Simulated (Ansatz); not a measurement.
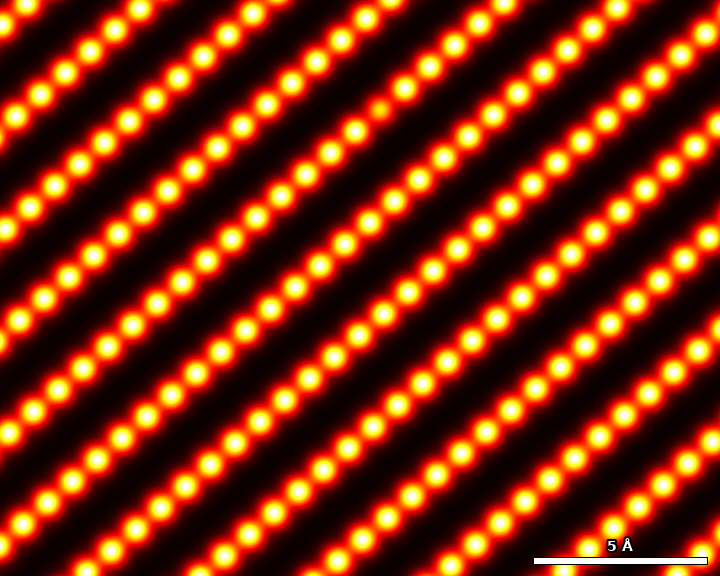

Dark-field STEM-like image of W (Fddd, No. 70) along [210]. The image is simulated as a sum over atoms of Z^1.7, blurred by a 0.62 Å probe (no channelling). The probe carries 15 % of its weight in a tail 2.5 times as wide. The display is stretched by a gamma of 0.8; percentages refer to the linear signal.

The sample is 3 repeats (23.0 Å) thick. One point defect was put into the perfect crystal, without relaxing the atoms around it. Brightness is counted from the darkest point of the image. Host structure: the geometry relaxed with Ansatz, DFT, RPBE, plane waves (420 eV) with PAW, scalar-relativistic; the starting structure was generated, so it need not be a known form of this composition.

Q: Where is the defect (in Å from the left and the top edge), and what does its contrast suggest?

A: At about 11 Å from the left and 3 Å from the top. The column is dimmer, which points to a vacancy or a lighter atom. The column holds 3 atoms (W) through the sample, and one W atom is missing, so its peak drops to about 65 % of that of its equals.
